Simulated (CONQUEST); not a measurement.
## Energy of MgH₂ along an even scaling of the cell

System: MgH₂ (6 atoms in the cell).
Method: Kohn-Sham DFT of a periodic cell, LDA, PseudoDojo NC PBE, no spin polarisation (CONQUEST 1.3).

The 7 runs differ only in the geometry, by an even scaling of the cell at fixed fractional positions. The structure derives from a Materials Project entry.

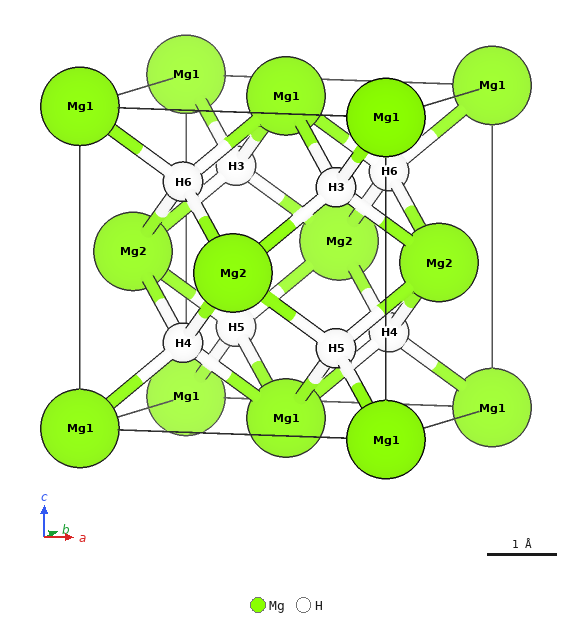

Figure 1. The structure of run 4 (ball-and-stick view of the cell 2 times as large as that of the calculation, set on its symmetry axes, seen slightly off an axis; atoms are numbered from 1 in the order of the input).

**Input of run 4**
```
IO.Title MgH2
IO.Coordinates coords.dat
IO.FractionalAtomicCoords T
IO.Iprint 2
IO.Iprint_init 1
General.NumberOfSpecies 2
General.PseudopotentialType hamann
General.FunctionalType 3
General.DifferentFunctional T
AtomMove.TypeOfRun static
AtomMove.FullStress T
Grid.PointsAlongX 32
Grid.PointsAlongY 32
Grid.PointsAlongZ 48
DM.SolutionMethod diagon
Diag.MPMesh T
Diag.GammaCentred T
Diag.MPMeshX 6
Diag.MPMeshY 6
Diag.MPMeshZ 4
Diag.kT 0.00183747
minE.SCTolerance 1e-6
Diag.SmearingType 1
Diag.MPOrder 2
SC.MaxIters 100
IO.AtomChargeOutput T
%block ChemicalSpeciesLabel
1 24.310 Mg
2 1.010 H
%endblock
```

Command:
```bash
Conquest
```

Lattice vectors (Å) and fractional positions of run 4:
```
   3.367337    0.000000    0.000000
   0.000000    3.367337    0.000000
   0.000000    0.000000    4.762134
Mg  0.000000  0.000000  0.000000
Mg  0.500000  0.500000  0.500000
H   0.000000  0.500000  0.750000
H   0.500000  0.000000  0.250000
H   0.000000  0.500000  0.250000
H   0.500000  0.000000  0.750000
```

Run 5 has the same physical settings and fractional positions; its lattice vectors (Å) are:
```
   3.389638    0.000000    0.000000
   0.000000    3.389638    0.000000
   0.000000    0.000000    4.793673
```

**Results, with one run withheld**

```csv
run,volume per atom (Å³),"free energy per atom, from the lowest run given (meV)",pressure (GPa)
1,8.460,21.76,7.87
2,8.640,13.94,6.10
3,8.820,8.08,4.42
4,9.000,3.87,3.11
5,9.180,?,?
6,9.360,0.00,0.55
7,9.540,0.00,−0.58
```

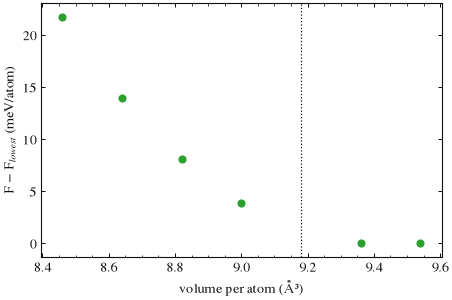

Figure 2. Free energy per atom of the runs given; the dotted line marks run 5.

Estimate the energy of run 5 from the others.

A cubic polynomial in V^(−2/3) (the Birch–Murnaghan form), fitted to the 6 runs given, misses them by at most 0.02 meV per atom. With x = V^(−2/3) − 0.23187 Å⁻², it reads F = 4.7458 + 1209.7 x + 75397 x² + 80771 x³ (meV per atom). At run 5 it gives 1.25 meV per atom, and the run itself gives 1.23. The slope of the fit gives a pressure −dF/dV of 1.71 GPa there, and the run prints 1.67 GPa. The fit has its minimum at 9.449 Å³ per atom, where V d²F/dV² gives 55.4 GPa: the bulk modulus at this level, since symmetry fixes the shape and the positions.

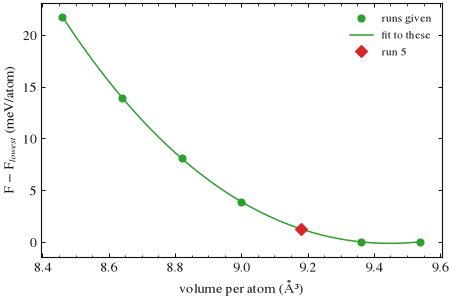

Figure 3. The fit and the withheld run.

**Some lines of the output (run 5)**
```
[...]
          DFT Total Energy                 :      -120.474765623864556 Ha
          Free Energy (E-TS)               :      -120.480647893106124 Ha
          DFT Total Energy                 :      -120.480319215252862 Ha
          Free Energy (E-TS)               :      -120.480363996249679 Ha
          DFT Total Energy                 :      -120.480368521556997 Ha
          Free Energy (E-TS)               :      -120.480365556256231 Ha
          DFT Total Energy                 :      -120.480367873780423 Ha
          Free Energy (E-TS)               :      -120.480363538679910 Ha
          DFT Total Energy                 :      -120.480368621965212 Ha
          Free Energy (E-TS)               :      -120.480363685001990 Ha
          DFT Total Energy                 :      -120.480368764130532 Ha
      | Free Energy as E-TS      =      -120.480363685001990 Ha
      |* DFT total energy        =      -120.480368764130532 Ha
    force: Average pressure:      1.67088017 GPa
```

Notes: The record of the run, not the program, notes: read_and_write: Functional in input file differs to pseudopotential but proceeding: 3 101. Points of doubt noted for this run: potential of other functional; small atomic basis. With a small basis of atomic orbitals these values can differ much from converged plane-wave results.
